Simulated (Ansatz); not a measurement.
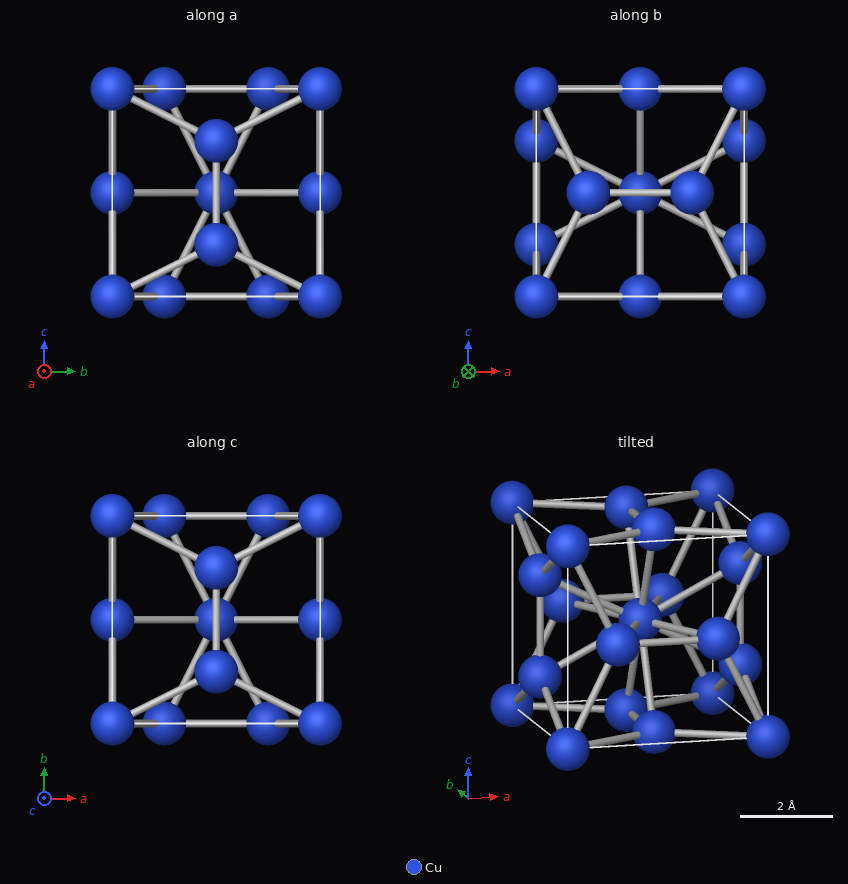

A ball-and-stick picture of a crystal structure, seen along the a axis, along the b axis, along the c axis and slightly off an axis. Thin lines show the conventional unit cell, with boundary atoms drawn in all their periodic places.

Lattice parameters: a = 4.544 Å, b = 4.544 Å, c = 4.544 Å, α = 90.00°, β = 90.00°, γ = 90.00°. Put a along x and b in the xy plane.

Give the structure in the form of a POSCAR file.

Answer.
```
Cu
1.0
     4.544    0.000    0.000
     0.000    4.544    0.000
     0.000    0.000    4.544
Cu
8
Direct
  0.5000 0.5000 0.5000
  0.0000 0.0000 0.0000
  0.2500 0.0000 0.5000
  0.5000 0.2500 0.0000
  0.5000 0.7500 0.0000
  0.7500 0.0000 0.5000
  0.0000 0.5000 0.7500
  0.0000 0.5000 0.2500
```

It goes back to a textbook structure type filled with this element (whether it is the usual form wasn't checked). Atoms and cell were optimised with DFT r2SCAN, scalar-relativistic, plane waves, PAW (Ansatz 0.2.0).
